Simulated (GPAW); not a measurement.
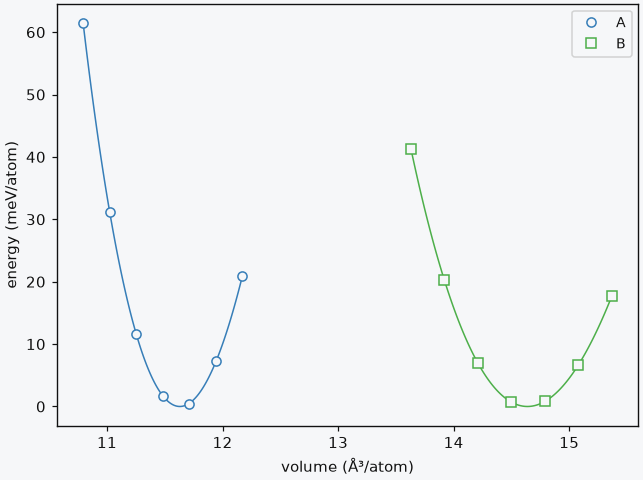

The figure compares two calculations of the energy against volume, each curve from its own zero. The first is for HfN, space group Fm-3m (No. 225).

The cell holds 2 atoms.

Calculation (GPAW 26.7.0): PAW DFT in plane waves, on a grid or in atomic orbitals, no spin polarisation; energies at scaled volumes of the given cell, shape and fractions fixed, counted from the fit's minimum, third-order Birch-Murnaghan fit. Level: r2SCAN.

| setting | value |
| --- | --- |
| k mesh | 10×10×10 |
| occupations | Fermi–Dirac |
| smearing width | 0.05 eV |
| potentials | GPAW PAW data sets (gpaw data 1.2.1) |
| wave cutoff | 800 eV |
| program settings | basis pw |

In the second, Hf is replaced by Y on all its sites, which gives YN in the same structure. The second calculation uses k mesh 9×9×9.

Question: Which of A and B is the second calculation, and what did the change do?

Answer: B. The equilibrium volume rises from 11.63 to 14.64 Å³/atom (+26 %) and the bulk modulus falls from 288 to 169 GPa (−41 %).

V0 and the bulk modulus come from third-order Birch–Murnaghan fits.
